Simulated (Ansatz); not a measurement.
Zr$_{2}$N: several calculations on one system

Part 1: Relaxation

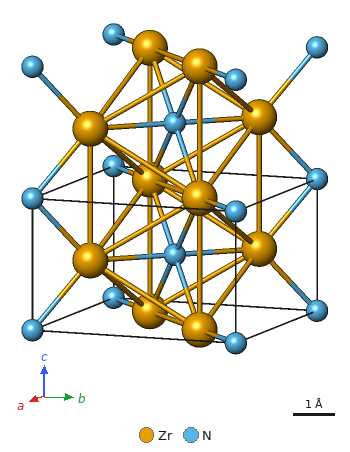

Starting structure of crystalline Zr$_{2}$N (set up in P4_2/mnm). The picture is a ball-and-stick view of the cell of the calculation, repeated 1 × 1 × 2 with one cell outlined, seen slightly off an axis.

Case: relaxed at 3 GPa.

These are results of Ansatz, DFT r2SCAN, scalar-relativistic, plane waves, PAW, not measurements.

Input
```yaml
crystal:
  lattice:
    - [5.3661856576, 0.0, 0.0]
    - [0.0, 5.3661856576, 0.0]
    - [0.0, 0.0, 3.2694528998]
  atoms:
    - { symbol: Zr, position: [0.296572082, 0.296572082, 0.0] }
    - { symbol: Zr, position: [0.703427918, 0.703427918, 0.0] }
    - { symbol: Zr, position: [0.796572082, 0.203427918, 0.5] }
    - { symbol: Zr, position: [0.203427918, 0.796572082, 0.5] }
    - { symbol: "N", position: [0.0, 0.0, 0.0] }
    - { symbol: "N", position: [0.5, 0.5, 0.5] }
basis:
  ecutwfc: 500
kpoints:
  mp_grid: { grid: [8, 8, 10] }
hamiltonian:
  xc: r2scan
scf:
  occupations: { method: gaussian, width: 0.1 }
output:
  forces: true
  stress: true
  eigenvalues: true
  write_density: true
  write_potential: true
  elf: true
  volumetric_format: npy
relax:
  adjacent_minimum: "off"
  f_tol: 0.008
  max_steps: 50
  cell: { stress_tol: 0.08, p_target: 3.0 }
```

Launched with:
```bash
ansatz run input.yaml --threads 1 --pin off --max-ram 2560MiB --backend cpu --events-out ev --progress --plain --runs-dir out
```

Predict the outcome.

Answer. No atom moves by more than 0.005 Å relative to the cell. The volume changes by +1.3 %, with a = b 5.366 → 5.387 Å (+0.4 %), c 3.269 → 3.285 Å (+0.5 %). Among the contacts that change: Zr1–Zr2 3.088 → 3.105 Å, Zr1–Zr1 3.269 → 3.285 Å, Zr1–Zr3 3.181 → 3.194 Å, Zr1–N5 2.251 → 2.257 Å. The space group stays P4_2/mnm (No. 136). Over 2 accepted moves (4 points after the start) the energy falls by 31.9 meV per cell of the calculation. With the target pressure of 3 GPa, the enthalpy E + pV changes by −9.8 meV per cell of the calculation. Largest force component: 0.046 eV/Å at the start, 0.00061 eV/Å at the end. The pressure goes from 5.58 to 3.00 GPa. The line search rejected the trial step at point 1 of the run. At 1 point the geometry stayed and the basis and grid were re-selected for the new cell (energy shift of 0.8 meV per cell of the calculation at most each time). The run took 6.3 min on 1 thread of Intel(R) Xeon(R) Processor @ 2.50GHz (Skylake/Cascade Lake), with other jobs on the host, peak memory 0.74 GiB.

Part 2: Relaxation

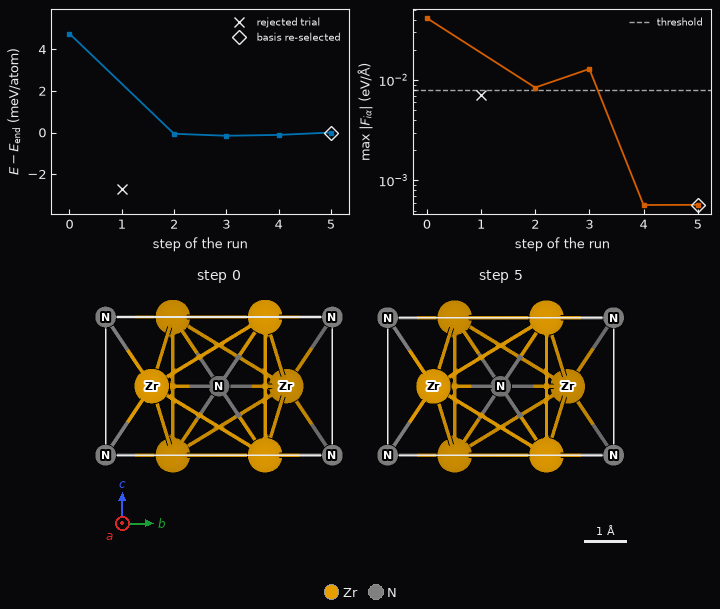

First and last geometry of a relaxation of solid Zr2N (set up in P4_2/mnm), with the history of the run. The picture is a ball-and-stick view of the cell of the calculation, seen along the a axis.

Case: relaxed at -3 GPa.

Level of theory: DFT r2SCAN, scalar-relativistic, plane waves, PAW (Ansatz 0.2.0). Settings: plane-wave cutoff 500 eV; k-point mesh 8 × 8 × 10; occupations gaussian; smearing width 0.1 eV; target pressure -3 GPa; no spin polarisation; cell and atoms relaxed; force threshold 0.008 eV/Å; at most 50 steps.

> Did the run converge, and what did it change?

It converged. The atoms keep their places relative to the cell (all moves are under 0.005 Å). Cell: a = b 5.468 → 5.450 Å (−0.3 %), c 3.332 → 3.317 Å (−0.5 %). Volume −1.1 %. Among the contacts that change: Zr–Zr 3.146 → 3.130 Å, Zr–Zr 3.332 → 3.317 Å, Zr–Zr 3.242 → 3.231 Å, N–Zr 2.291 → 2.280 Å. The space group stays P4_2/mnm (No. 136). After 3 accepted moves (5 points after the start) the energy has fallen by 4.8 meV per atom. With the target pressure of -3 GPa, the enthalpy E + pV changes by −1.2 meV per atom. Largest force component: 0.042 eV/Å at the start, 0.00057 eV/Å at the end. Pressure: −4.98 GPa at the start and −3.00 GPa at the end. The line search rejected the trial step at point 1 of the run. At 1 point the geometry stayed and the basis and grid were re-selected for the new cell (energy shift of 0.1 meV per atom at most each time).

Part 3: A change

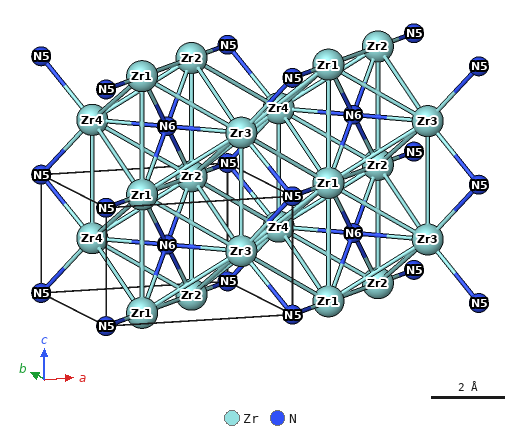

This is solid Zr2N (set up in P4_2/mnm). The picture is a ball-and-stick view of the cell of the calculation, repeated 2 × 1 × 2 with one cell outlined, seen slightly off an axis.

These are results of DFT r2SCAN, scalar-relativistic, plane waves, PAW in Ansatz 0.2.0, not measurements. Settings: plane-wave cutoff 500 eV; k-point mesh 8 × 8 × 10; occupations gaussian; smearing width 0.1 eV; no spin polarisation.

Now this is done to it. The crystal is put under a hydrostatic pressure of 15 GPa. Cell and atoms are relaxed at that pressure.

Input file:
```yaml
crystal:
  lattice:
    - [5.2845052141, 0.0, 0.0]
    - [0.0, 5.2845052141, 0.0]
    - [0.0, 0.0, 3.226584017]
  atoms:
    - { symbol: Zr, position: [0.295733042, 0.295733042, 0.0] }
    - { symbol: Zr, position: [0.704266958, 0.704266958, 0.0] }
    - { symbol: Zr, position: [0.795733042, 0.204266958, 0.5] }
    - { symbol: Zr, position: [0.204266958, 0.795733042, 0.5] }
    - { symbol: "N", position: [0.0, 0.0, 0.0] }
    - { symbol: "N", position: [0.5, 0.5, 0.5] }
basis:
  ecutwfc: 500
kpoints:
  mp_grid: { grid: [8, 8, 10] }
hamiltonian:
  xc: r2scan
scf:
  occupations: { method: gaussian, width: 0.1 }
output:
  forces: true
  stress: true
  eigenvalues: true
relax:
  adjacent_minimum: "off"
  f_tol: 0.008
  max_steps: 50
  cell: { stress_tol: 0.08, p_target: 15.0 }
```

Command:
```bash
ansatz run input.yaml --threads 1 --pin off --max-ram 2560MiB --backend cpu --events-out ev --progress --plain --runs-dir out
```

> Predict the response.

The drawn cell changes as follows: a = b 5.417 → 5.284 Å (−2.5 %), c 3.300 → 3.231 Å (−2.1 %); the volume changes by −6.9 %. The largest moves relative to the cell, 0.010 Å, are those of Zr1, Zr2, Zr3 and Zr4. Zr1 goes along [−1 −1 0]. N stays in place. Among the bonded contacts that change: Zr–Zr 3.212 → 3.133 Å, Zr–Zr 3.300 → 3.231 Å, N–Zr 2.271 → 2.206 to 2.225 Å, Zr–Zr 3.117 → 3.061 Å. The space group stays P4_2/mnm (No. 136). It costs 48.9 meV per atom. Pressure: 0.0 GPa before, 15.0 GPa after.

Drawn alike, the variant:

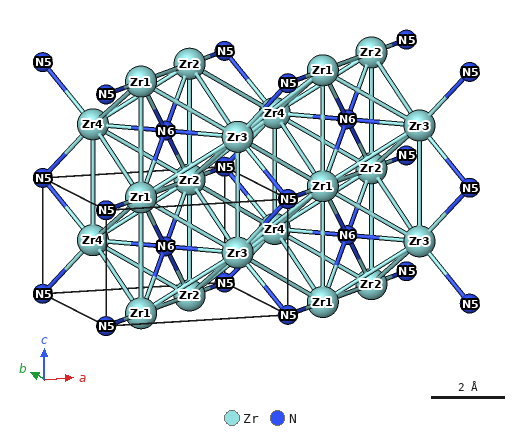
